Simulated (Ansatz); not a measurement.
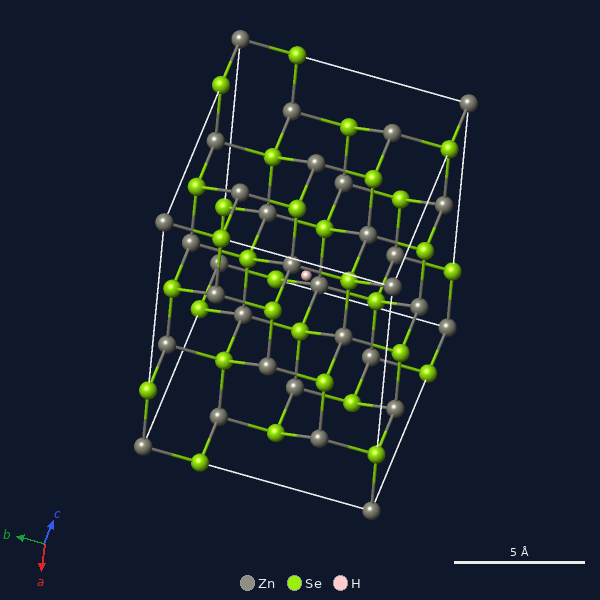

Drawn in the ball-and-stick manner and seen from a general direction. One supercell is outlined, and atoms on its boundary appear in each equivalent place. The host is ZnSe, in a cell of 32 sites, and the cell is neutral.

Q: How does this supercell depart from the perfect host?

A: An interstitial hydrogen atom. It is bonded to no bonds drawn.

All computed values are from Ansatz, DFT PBE, scalar-relativistic, plane waves, PAW. Settings: plane waves up to 420 eV, a 2×2×2 k-point grid, Gaussian smearing of 0.01 eV, collinear spins.

Q: Does the defect carry a magnetic moment?

A: Yes, 1.0 μB in the cell.

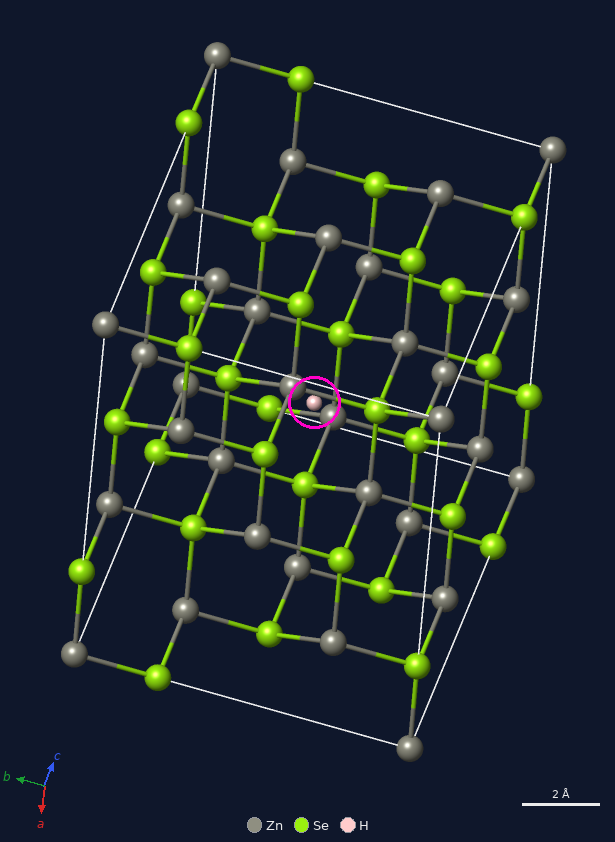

The same cell with a ring at the defect's site.

The atoms were relaxed in the host's cell with DFT PBE, scalar-relativistic, plane waves, PAW in Ansatz 0.2.0.
